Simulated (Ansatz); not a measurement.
**Single-point calculation, with input and output: CdTe**

The run: single-point calculation of CdTe (2 atoms in the cell). Method and program: DFT r2SCAN, scalar-relativistic, plane waves, PAW, no spin polarisation (Ansatz 0.2.0).

The structure derives from an entry of the Crystallography Open Database. It belongs to a series of runs on one base structure; here: band edges and mean potential of the bulk. Figures and captions count atoms from 1; the log counts them from 0 in places.

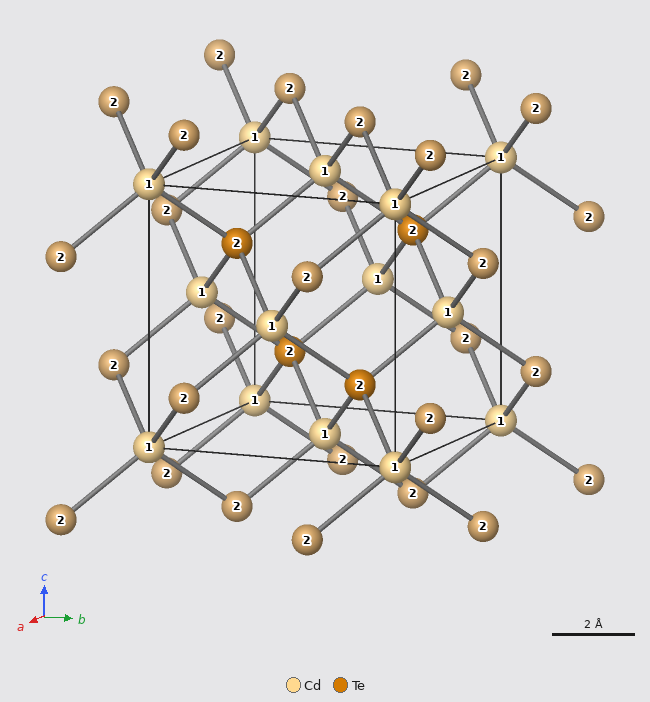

*The structure (ball-and-stick view of the cell 4 times as large as that of the calculation, set on its symmetry axes, seen slightly off an axis; neighbours outside the cell are drawn fainter; atoms are numbered from 1 in the order of the input). An atom can appear more than once, as a periodic image.*

Near neighbours in the periodic cell (some may lie outside the picture): Cd has 4 Te at 2.84 Å; Te has 4 Cd at 2.84 Å.

**Summary**

```csv
quantity,value
outcome,converged
space group (tolerance 0.01 Å),F-43m (216)
electrons treated,36
free energy,−15264.1402 eV
Fermi energy,7.313 eV
gap on the k-point mesh,1.17 eV
gap on the band path,1.17 eV
pressure,0.03 GPa
largest force (length of the vector),under 0.001 eV/Å
hardware,"2 threads of AMD EPYC (Zen 3), 32 GiB of memory available, shared host"
wall time,10 s (CPU time 19 s)
peak memory,0.62 GiB
```

**Input file**
```yaml
crystal:
  lattice:
    - [0.0, 3.2778966243, 3.2778966243]
    - [3.2778966243, 0.0, 3.2778966243]
    - [3.2778966243, 3.2778966243, 0.0]
  atoms:
    - { symbol: Cd, position: [0.0, 0.0, 0.0] }
    - { symbol: Te, position: [0.75, 0.75, 0.75] }
basis:
  ecutwfc: 500
kpoints:
  mp_grid: { grid: [8, 8, 8] }
  band_path: { path: [VBM, CBM], npoints: 2 }
hamiltonian:
  xc: r2scan
scf:
  occupations: { method: gaussian, width: 0.02 }
output:
  forces: true
  stress: true
  eigenvalues: true
```

Launched with:
```bash
ansatz run input.yaml --threads 2 --pin off --max-ram 5120MiB --backend cpu --events-out ev --progress --plain --runs-dir out
```

**Output**
```
Engine: ansatz 0.2.0, x86_64-unknown-linux-gnu
Pseudopotentials: kind: paw
Pseudopotential: Cd, paw, valence charge 20, recommended cutoff 500 eV (meta_gga), Cd.paw.azcp
Pseudopotential: Te, paw, valence charge 16, recommended cutoff 500 eV (meta_gga), Te.paw.azcp
Functional definition: r2SCAN
  parameter k0 = 0.174
  parameter k1 = 0.065
  parameter a1 = 4.9479
  exchange = r2scan_x(k0 = k0, k1 = k1, a1 = a1)
  correlation = r2scan_c
Crystal: 2 atoms, lattice volume = 70.439 Å³
Basis set: ecut = 500 eV, 1807 PW (Γ), exchange–correlation on 144×144×144 points (64 copies of the dense FFT grid, shifted against one another)
Bands: 22, of which v1, the nominal top of the filled ones, is band 18 counted from 1 (17 counted from 0)
Symmetry: 24 space group operations
Space group: F-43m (ITA 216), of the structure as read, at distance tolerance 4.1e-5 Å
k-points: 29 of 512 (time reversal used)
Non-local potential: Cd, projectors of the file, l = 0: 3, l = 1: 2, l = 2: 2, l = 3: 1
Non-local potential: Te, projectors of the file, l = 0: 2, l = 1: 2, l = 2: 2, l = 3: 2
PAW form: soft (Blöchl's): semilocal exchange-correlation on the pseudo side does not see the compensation charge
PAW frozen core: Cd, regenerated for the run's functional (the file was generated under x = pbe(κ = 0.804, μ = 0.2195149727645171), c = pbe(β = 0.06672455060314922))
PAW frozen core: Te, regenerated for the run's functional (the file was generated under x = pbe(κ = 0.804, μ = 0.2195149727645171), c = pbe(β = 0.06672455060314922))
PAW one-centre angular grid: Cd, 590 points (default); XC on 160 Gauss nodes
PAW one-centre angular grid: Te, 590 points (default); XC on 160 Gauss nodes
Initial density: superposition of atomic densities (neutral atoms: chi_scale 0, normalization atom), corrected by the library's trained network
Initial wavefunctions: pseudopotential atomic-orbital guess
Functional: x = r2scan, c = r2scan; τ floored in thin density (d = 2e-4 eV/Å³)
SCF iter   1: F=—  HF=-15264.133854 eV  |F-HF|=—  |Δ(HF+E_count)|=         —  Δρ=4.38e-3  dr2=8.47e-3  dr2_τ=1.07e-2  ethr=1.77e-3  ⟨swp⟩=6.2  Hψ=3058  notcnv=0
preconditioner: auto → none  [insulator: Δε(μ)=1.121 eV  Ē_g=11.928 eV  σ=0.020 eV  W_gap=1.00  n_scr=14 (ndim 8)  ℏωp=18.8 eV  f_vac=0.199  D(μ)=0.00/eV (n_scr^D=0)  ε∞_Penn≈3.5]
SCF iter   2: F=—  HF=-15264.139474 eV  |F-HF|=—  |Δ(HF+E_count)|=   5.62e-3  Δρ=2.22e-3  dr2=1.49e-3  dr2_τ=3.30e-4  ethr=2.35e-5  ⟨swp⟩=3.8  Hψ=1576  notcnv=0
SCF iter   3: F=—  HF=-15264.140073 eV  |F-HF|=—  |Δ(HF+E_count)|=   5.99e-4  Δρ=1.02e-3  dr2=3.56e-4  dr2_τ=4.41e-5  ethr=4.15e-6  ⟨swp⟩=2.0  Hψ=961  notcnv=0
SCF iter   4: F=—  HF=-15264.140255 eV  |F-HF|=—  |Δ(HF+E_count)|=   1.82e-4  Δρ=9.92e-5  dr2=5.67e-6  dr2_τ=3.65e-7  ethr=9.89e-7  ⟨swp⟩=2.0  Hψ=1208  notcnv=0
SCF iter   5: F=—  HF=-15264.140231 eV  |F-HF|=—  |Δ(HF+E_count)|=   2.40e-5  Δρ=2.69e-5  dr2=2.28e-7  dr2_τ=1.89e-8  ethr=1.57e-8  ⟨swp⟩=2.1  Hψ=1128  notcnv=0
SCF iter   6: F=-15264.140231 eV  HF=-15264.140231 eV  |F-HF|=5.58e-9  |Δ(HF+E_count)|=   2.03e-7  Δρ=5.71e-6  dr2=8.14e-9  dr2_τ=1.03e-9  ethr=2.78e-10  ⟨swp⟩=6.7  Hψ=2838  notcnv=0
SCF 1 converged in 6 iterations: F = -15264.140231 eV  dr2 = 8.14e-9
  greatest PAW one-centre occupation: 1.001 electrons in one spin orbital (limit 2), on the Cd atom at site 0 (counted from 0), in its partial waves of l = 1
```

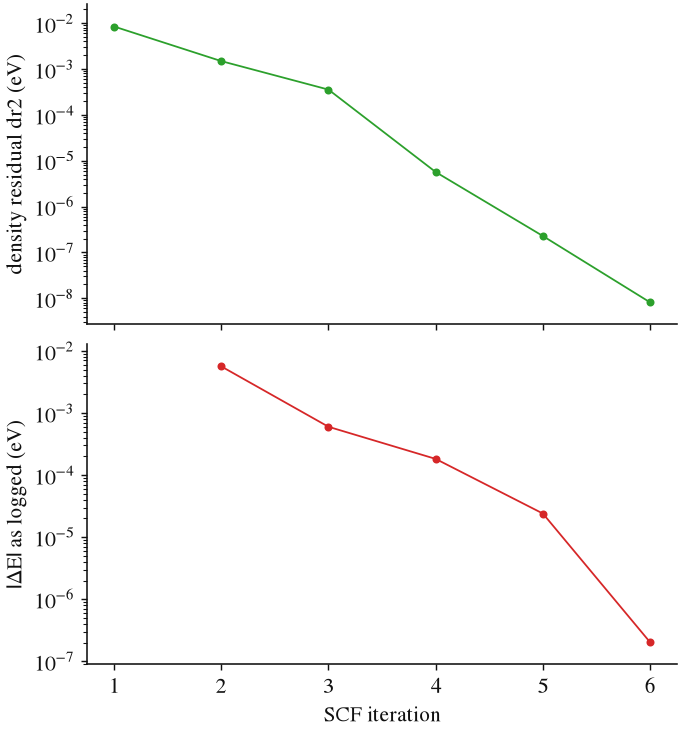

*Convergence of the self-consistent field: density residual dr2 and size of the energy change against the SCF iteration.*

The residual falls at every step.

```
NSCF: frozen V_eff on 16 k-points
NSCF: frozen V_eff on 16 k-points
NSCF: frozen V_eff on 7 k-points
NSCF: frozen V_eff on 2 k-points
NSCF: frozen V_eff on 2 k-points
NSCF: frozen V_eff on 2 k-points
NSCF: frozen V_eff on 2 k-points
NSCF: frozen V_eff on 2 k-points
NSCF: frozen V_eff on 2 k-points
NSCF: frozen V_eff on 3 k-points
SCF converged after 6 iterations
Free energy (F): -15264.140231 eV
Harris-Foulkes:  -15264.140231 eV  (|F-HF|=5.58e-9)
Internal energy: -15264.140231 eV  (E = F + TS)
E sigma→0 (E₀):  -15264.140231 eV
Fermi energy:    7.313215 eV
--- Per-component energies (eV) ---
  E_band       = -841.354853
  E_kinetic    = 685.260512
  E_local      = -5496.443635  (includes V_loc(G=0)·N_el)
  E_nonlocal   = -275.677976
  E_hartree    = 2766.027197
  E_xc         = -283.221967
  E_vxc        = -357.282325  (∫ρ·V_xc dr)
  E_paw        = -8793.008069  (= ΣΔE_a)
  E_vpaw       = -953.489049  (= ΣTr[D̂ρ^β])
  E_aug_tail   = -0.000032  (compensation charges beyond the density's cutoff)
  E_vtau       = 24.223661  (kinetic-family band-sum trace: ∫τ·v_τ [+ j·A + Jᵃ·Aᵃ] dr)
  E_ewald      = -3866.796346
  E_core_change = -0.279915  (= ΣΔE_core)
  E_smearing   = -0.000000  (= −TS)
  E_closure    = -0.000000  (closes the sum)
  Σ components = -15264.140231   (vs F -15264.140231, Δ=0.00e0)
--- Forces (eV/Å), atoms counted from 1 ---
  atom   1  Cd    -0.00000000    -0.00000000     0.00000000
  atom   2  Te     0.00000000    -0.00000000     0.00000000
  max |Σ_I F_I| component: 1.09e-16 eV/Å
--- Stress (GPa, compression-positive) ---
        0.034332       0.000000      -0.000000
       -0.000000       0.034332       0.000000
       -0.000000       0.000000       0.034332
  P = ⅓ Tr σ = 0.0343 GPa (0.343 kbar)
--- Band table (eV; the first three rows and the last of 29) ---
  k-point 0: bands = ["-98.1339", "-58.2861", "-58.2861", "-58.2861", "-29.9638", "-29.9638", "-29.9638", "-29.9537", "-29.9537", "-4.5916", "-1.7513", "-1.7513", "-1.7513", "-1.4980", "-1.4980", "6.7290", "6.7290", "6.7290", "7.8971", "11.8055", "11.8055", "11.8055"]
  k-point 1: bands = ["-98.1339", "-58.2861", "-58.2861", "-58.2861", "-29.9638", "-29.9637", "-29.9637", "-29.9537", "-29.9537", "-4.5361", "-1.7407", "-1.7407", "-1.7031", "-1.4987", "-1.4987", "5.6085", "6.6008", "6.6008", "8.7049", "11.7395", "12.0122", "12.0122"]
  k-point 2: bands = ["-98.1339", "-58.2861", "-58.2861", "-58.2861", "-29.9638", "-29.9636", "-29.9636", "-29.9536", "-29.9536", "-4.4024", "-1.7171", "-1.7171", "-1.5458", "-1.4981", "-1.4981", "4.1178", "6.3254", "6.3254", "9.0931", "12.3381", "12.3381", "12.4448"]
  k-point 28: bands = ["-98.1339", "-58.2861", "-58.2861", "-58.2861", "-29.9638", "-29.9637", "-29.9632", "-29.9537", "-29.9534", "-4.1070", "-1.6325", "-1.6263", "-1.5248", "-1.4967", "-0.9331", "2.6950", "4.4871", "4.6381", "11.2796", "11.6846", "12.7881", "13.4580"]
```

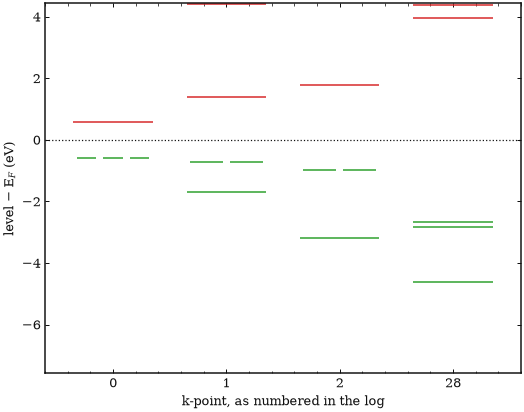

*Kohn–Sham levels near the Fermi level (dotted) at the few k-points that the log prints; levels within 0.02 eV of each other stand side by side.*

Among these points the highest filled and lowest empty levels are 1.17 eV apart, which is the gap on the mesh.
